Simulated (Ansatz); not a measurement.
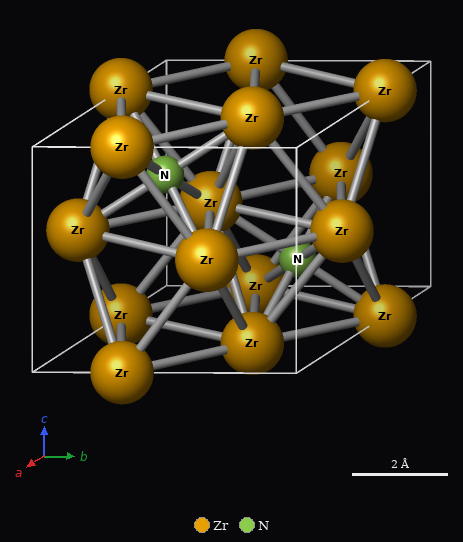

The input geometry (ball-and-stick view of the cell of the calculation, seen at an oblique angle). An atom can appear more than once, as a periodic image.

Single-point calculation, with input and output: Zr3N

Zr3N (P6₃22, 8 atoms in the cell), computed with DFT PBEsol, scalar-relativistic, plane waves, PAW, no spin polarisation (Ansatz 0.2.0).

The structure was made by swapping elements on the sites of another compound; it need not be a known phase. It belongs to a series of runs on one base structure; here: O -> N on all its sites, cell and atoms relaxed. Figures and captions count atoms from 1; the log counts them from 0 in places.

**What the program printed**
```
Engine: ansatz 0.2.0, x86_64-unknown-linux-gnu
Pseudopotentials: kind: paw
Pseudopotential: Zr, paw, valence charge 12, recommended cutoff 420 eV (normal), Zr.paw.azcp
Pseudopotential: N, paw, valence charge 5, recommended cutoff 420 eV (normal), N.paw.azcp
Functional definition: PBEsol
  exchange = pbesol_x
  correlation = pbesol_c
Crystal: 8 atoms, lattice volume = 141.641 Å³
Basis set: ecut = 420 eV, 2777 PW (Γ), exchange–correlation on 80×80×72 points (8 copies of the dense FFT grid, shifted against one another)
Bands: 50, of which v1, the nominal top of the filled ones, is band 41 counted from 1 (40 counted from 0)
Symmetry: 12 space group operations
Space group: P6322 (ITA 182), of the structure as read, at distance tolerance 5.2e-5 Å
k-points: 21 of 144 (time reversal used)
Non-local potential: Zr, projectors of the file, l = 0: 3, l = 1: 2, l = 2: 2, l = 3: 2
Non-local potential: N, projectors of the file, l = 0: 2, l = 1: 2, l = 2: 1
PAW form: soft (Blöchl's): semilocal exchange-correlation on the pseudo side does not see the compensation charge
PAW frozen core: Zr, regenerated for the run's functional, and the local potential with it (the file was generated under x = pbe(κ = 0.804, μ = 0.2195149727645171), c = pbe(β = 0.06672455060314922))
PAW frozen core: N, regenerated for the run's functional, and the local potential with it (the file was generated under x = pbe(κ = 0.804, μ = 0.2195149727645171), c = pbe(β = 0.06672455060314922))
PAW one-centre angular grid: Zr, 590 points (default); XC on 64 Gauss nodes
PAW one-centre angular grid: N, 110 points (default); XC on 64 Gauss nodes
Initial density: superposition of atomic densities (neutral atoms: chi_scale 0, normalization atom), corrected by the library's trained network
Initial wavefunctions: pseudopotential atomic-orbital guess
Functional: x = pbesol(κ = 0.804, μ = 0.12345679012345678), c = pbesol(β = 0.046)
SCF iter   1: F=—  HF=-25536.906304 eV  |F-HF|=—  |Δ(HF+E_count)|=         —  Δρ=6.35e-3  dr2=6.64e-2  ethr=1.77e-3  ⟨swp⟩=5.8  Hψ=4158  notcnv=0
preconditioner: auto → Kerker (q_TF=auto, 2.491 Å⁻¹)  [metal: Δε(μ)=0.008 eV  Ē_g=5.528 eV  σ=0.100 eV  W_gap=0.05  n_scr=28 (ndim 8)  ℏωp=18.2 eV  f_vac=0.000  D(μ)=5.32/eV (n_scr^D=46)]
SCF iter   2: F=—  HF=-25536.894534 eV  |F-HF|=—  |Δ(HF+E_count)|=   1.18e-2  Δρ=3.64e-3  dr2=1.45e-2  ethr=8.10e-5  ⟨swp⟩=2.0  Hψ=1429  notcnv=0
SCF iter   3: F=—  HF=-25536.892212 eV  |F-HF|=—  |Δ(HF+E_count)|=   2.32e-3  Δρ=1.27e-3  dr2=3.38e-3  ethr=1.77e-5  ⟨swp⟩=2.4  Hψ=1689  notcnv=0
SCF iter   4: F=—  HF=-25536.891686 eV  |F-HF|=—  |Δ(HF+E_count)|=   5.26e-4  Δρ=2.79e-4  dr2=1.34e-4  ethr=4.12e-6  ⟨swp⟩=2.0  Hψ=1313  notcnv=0
SCF iter   5: F=—  HF=-25536.891660 eV  |F-HF|=—  |Δ(HF+E_count)|=   2.61e-5  Δρ=4.07e-5  dr2=2.87e-6  ethr=1.64e-7  ⟨swp⟩=3.0  Hψ=1820  notcnv=0
SCF iter   6: F=—  HF=-25536.891681 eV  |F-HF|=—  |Δ(HF+E_count)|=   2.12e-5  Δρ=1.01e-5  dr2=2.02e-7  ethr=3.50e-9  ⟨swp⟩=2.0  Hψ=1305  notcnv=0
SCF iter   7: F=-25536.891681 eV  HF=-25536.891681 eV  |F-HF|=2.21e-9  |Δ(HF+E_count)|=   4.44e-8  Δρ=2.25e-6  dr2=7.70e-9  ethr=1.22e-10  ⟨swp⟩=8.8  Hψ=3628  notcnv=0
SCF 1 converged in 7 iterations: F = -25536.891681 eV  dr2 = 7.70e-9
  greatest PAW one-centre occupation: 0.997 electrons in one spin orbital (limit 2), on the Zr atom at site 5 (counted from 0), in its partial waves of l = 0
SCF converged after 7 iterations
Free energy (F): -25536.891681 eV
Harris-Foulkes:  -25536.891681 eV  (|F-HF|=2.21e-9)
Internal energy: -25536.864682 eV  (E = F + TS)
E sigma→0 (E₀):  -25536.878182 eV
Entropy (-TS):   -0.026999 eV (-3.375 meV/atom)
Fermi energy:    14.538764 eV
--- Per-component energies (eV) ---
  E_band       = -471.865704
  E_kinetic    = 2265.165263
  E_local      = -4007.512801  (includes V_loc(G=0)·N_el)
  E_nonlocal   = 577.047406
  E_hartree    = 1259.500978
  E_xc         = -1085.830890
  E_vxc        = -1299.414290  (∫ρ·V_xc dr)
  E_paw        = -17644.152427  (= ΣΔE_a)
  E_vpaw       = -526.150788  (= ΣTr[D̂ρ^β])
  E_aug_tail   = 0.000318  (compensation charges beyond the density's cutoff)
  E_ewald      = -6902.133051
  E_core_change = 1.050520  (= ΣΔE_core)
  E_smearing   = -0.026999  (= −TS)
  E_closure    = 0.000000  (closes the sum)
  Σ components = -25536.891681   (vs F -25536.891681, Δ=0.00e0)
--- Forces (eV/Å), atoms counted from 1 ---
  atom   1  Zr     0.36388733    -0.63027135    -0.00000000
  atom   2  Zr    -0.36388733     0.63027135    -0.00000000
  atom   3  Zr    -0.36388733    -0.63027135    -0.00000000
  atom   4  Zr    -0.72777466    -0.00000000    -0.00000000
  atom   5  Zr     0.36388733     0.63027135    -0.00000000
  atom   6  Zr     0.72777466     0.00000000    -0.00000000
  atom   7  N     -0.00000000     0.00000000     0.00000000
  atom   8  N      0.00000000     0.00000000     0.00000000
  max |Σ_I F_I| component: 6.13e-17 eV/Å
--- Stress (GPa, compression-positive) ---
       -1.962456       0.000000       0.000000
        0.000000      -1.962456       0.000000
       -0.000000       0.000000      -0.371220
  P = ⅓ Tr σ = -1.4320 GPa (-14.320 kbar)
--- Band table (eV; the first three rows and the last of 21) ---
  k-point 0: bands = ["-33.9019", "-33.7471", "-33.7321", "-33.7321", "-33.7190", "-33.7190", "-12.6779", "-12.2944", "-12.1915", "-12.0569", "-12.0569", "-12.0437", "-12.0437", "-11.9652", "-11.9083", "-11.9083", "-11.8399", "-11.8181", "-11.8181", "-11.6113", "-11.6113", "-11.4853", "-11.4853", "-11.4633", "-0.2123", "0.9874", "9.1591", "10.0119", "10.0119", "10.2600", "10.2600", "10.2662", "10.7990", "13.0247", "13.3165", "13.4491", "13.4491", "13.9608", "13.9608", "13.9870", "14.9826", "15.4302", "15.4302", "15.5711", "16.0363", "16.0363", "16.1125", "16.1125", "16.7150", "16.7150"]
  k-point 1: bands = ["-33.8796", "-33.7701", "-33.7312", "-33.7290", "-33.7219", "-33.7198", "-12.5474", "-12.2366", "-12.2215", "-12.2180", "-12.1571", "-12.1534", "-12.1455", "-12.0293", "-11.8885", "-11.7573", "-11.7197", "-11.7095", "-11.6819", "-11.6264", "-11.5928", "-11.5925", "-11.5046", "-11.5027", "-0.0166", "0.8313", "9.2915", "9.3587", "9.4775", "10.0269", "10.6510", "10.9174", "11.3547", "13.1191", "13.3366", "13.4977", "13.7249", "13.9523", "13.9940", "14.3409", "14.7246", "15.1147", "15.1152", "15.1802", "15.2765", "15.5131", "16.3572", "17.0919", "17.2663", "17.3179"]
  k-point 2: bands = ["-33.8252", "-33.8252", "-33.7270", "-33.7270", "-33.7239", "-33.7239", "-12.3157", "-12.3157", "-12.2730", "-12.2730", "-12.2253", "-12.2253", "-12.0259", "-12.0259", "-11.9514", "-11.9514", "-11.6412", "-11.6412", "-11.6166", "-11.6166", "-11.5487", "-11.5487", "-11.5469", "-11.5469", "0.4270", "0.4270", "9.1194", "9.1194", "9.6311", "9.6311", "10.9896", "10.9896", "12.5580", "12.5580", "13.5272", "13.5272", "13.7190", "13.7190", "14.5707", "14.5707", "14.8741", "14.8741", "14.8780", "14.8780", "14.9212", "14.9212", "16.7588", "16.7588", "16.9507", "16.9507"]
  k-point 20: bands = ["-33.7649", "-33.7649", "-33.7613", "-33.7613", "-33.7505", "-33.7505", "-12.4553", "-12.4553", "-12.2347", "-12.2347", "-12.2305", "-12.2305", "-11.7926", "-11.7926", "-11.7215", "-11.7215", "-11.7081", "-11.7081", "-11.6733", "-11.6733", "-11.6631", "-11.6631", "-11.6617", "-11.6617", "0.4012", "0.4012", "9.8325", "9.8325", "9.8389", "9.8389", "10.2480", "10.2480", "12.4823", "12.4823", "12.9912", "12.9912", "13.8066", "13.8066", "13.8507", "13.8507", "14.2780", "14.2780", "15.3333", "15.3333", "15.9863", "15.9863", "16.8464", "16.8464", "17.2677", "17.2677"]
```

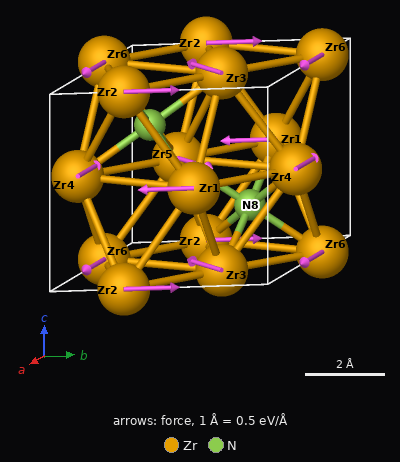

Forces on the atoms as pink arrows (ball-and-stick view of the cell of the calculation, seen slightly off an axis; atoms are numbered from 1 in the order of the input). The largest act on all 6 Zr atoms (0.73 eV/Å). The geometry is not a stationary point of this energy.

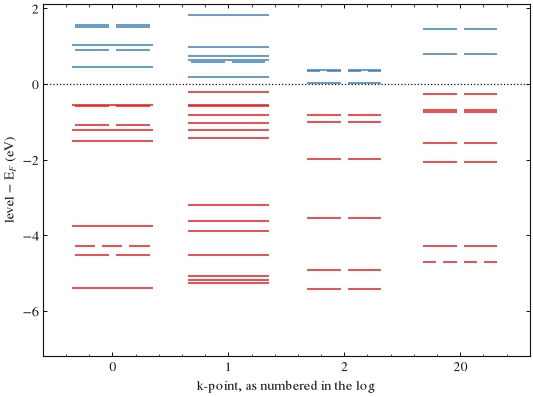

Kohn–Sham levels near the Fermi level (dotted) at the few k-points that the log prints; levels within 0.02 eV of each other stand side by side. The system is metallic on the full mesh.

The run was set up as follows.

**Input**
```yaml
crystal:
  lattice:
    - [5.6159017043, 0.0, 0.0]
    - [-2.8079508522, 4.8635135411, 0.0]
    - [0.0, 0.0, 5.1858321202]
  atoms:
    - { symbol: Zr, position: [0.0, 0.6605667269, 0.5] }
    - { symbol: Zr, position: [0.0, 0.3394332731, 0.0] }
    - { symbol: Zr, position: [0.6605667269, 0.6605667269, 0.0] }
    - { symbol: Zr, position: [0.6605667269, 0.0, 0.5] }
    - { symbol: Zr, position: [0.3394332731, 0.3394332731, 0.5] }
    - { symbol: Zr, position: [0.3394332731, 0.0, 0.0] }
    - { symbol: "N", position: [0.6666666667, 0.3333333333, 0.75] }
    - { symbol: "N", position: [0.3333333333, 0.6666666667, 0.25] }
basis:
  ecutwfc: 420
kpoints:
  mp_grid: { grid: [6, 6, 4] }
hamiltonian:
  xc: pbesol
scf:
  occupations: { method: gaussian, width: 0.1 }
output:
  forces: true
  stress: true
  eigenvalues: true
```

Launched with:
```bash
ansatz run input.yaml --threads 2 --pin off --max-ram 5120MiB --backend cpu --events-out ev --progress --plain --runs-dir out
```

**Summary**

- outcome: converged
- space group (tolerance 0.01 Å): P6₃22 (182)
- electrons treated: 82
- free energy: −25536.8917 eV
- Fermi energy: 14.539 eV
- gap on the k-point mesh: none (metallic)
- pressure: −1.43 GPa
- largest force (length of the vector): 0.728 eV/Å
- hardware: 2 threads of Intel Xeon @ 2.50GHz (Skylake/Cascade Lake), 192 GiB of memory available, shared host
- wall time: 9.6 s (CPU time 18 s)
- peak memory: 0.49 GiB
